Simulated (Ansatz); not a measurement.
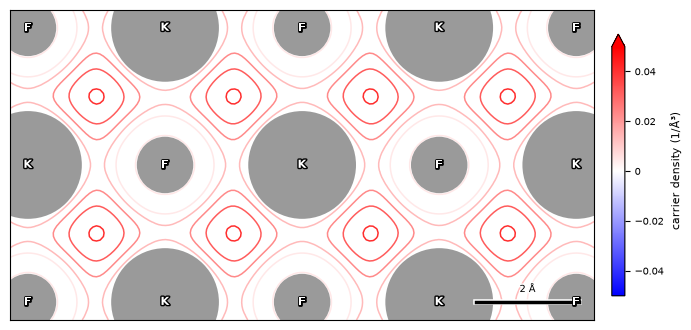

Figure 1: KF. Where the extra electron sits when 0.2 electron is added to the 2-atom cell of the calculation (uniform compensating background, atoms fixed); the change of density for each carrier, counted positive where the carrier is: a map on the (100) plane of the conventional cell, with grey discs over the atomic cores. Cores are masked to 1.0 Å (K) and 0.6 Å (F).

Space group Fm-3m.

All numbers below come from Ansatz 0.2.0, DFT PBE, scalar-relativistic, plane waves, PAW.

In a PAW calculation such maps are meaningful between the atoms, not at the nuclei.

The calculation's input:

```
crystal:
  lattice:
    - [0.0, 2.67185, 2.67185]
    - [2.67185, 0.0, 2.67185]
    - [2.67185, 2.67185, 0.0]
  atoms:
    - { symbol: K, position: [0.0, 0.0, 0.0] }
    - { symbol: F, position: [0.5, 0.5, 0.5] }
total_charge: -0.2
basis:
  ecutwfc: 420
  fft_grid_basis: typed
kpoints:
  mp_grid: { grid: [10, 10, 10] }
hamiltonian:
  xc: pbe
  pseudopotentials: { kind: paw }
scf:
  occupations: { method: gaussian, width: 0.05 }
output:
  forces: true
  stress: true
  eigenvalues: true
  bader: true
  write_density: true
  volumetric_format: npy
```

Command:

```sh
ansatz run input.yaml --threads 1 --pin off --max-ram 2560MiB --backend cpu --events-out ev --progress --plain --runs-dir out
```

The picture shows the conventional cell (a = 5.34 Å, b = 5.34 Å, c = 5.34 Å, α = 90.00°, β = 90.00°, γ = 90.00°).

Describe the change of density.

Summed over atomic cells sized by the Bader volumes, the added electron divides as K about 55 % and F about 45 %; these cells fill 50 % (K) and 50 % (F) of the volume, so no element is strongly preferred.
Over the whole cell, outside the cores, it is densest 2.3 Å from a potassium nucleus and 2.3 Å from a fluorine one.
The counter-flow of charge adds up to under 0.1 e for each carrier.
These are shares of the net change, screening included; the states that take the carrier can be more concentrated.
This is very heavy doping, far beyond the dilute limit.

Run times: 12 s (electron) and 12 s (base cell), on 1 thread of Arm Neoverse N1 (shared host).
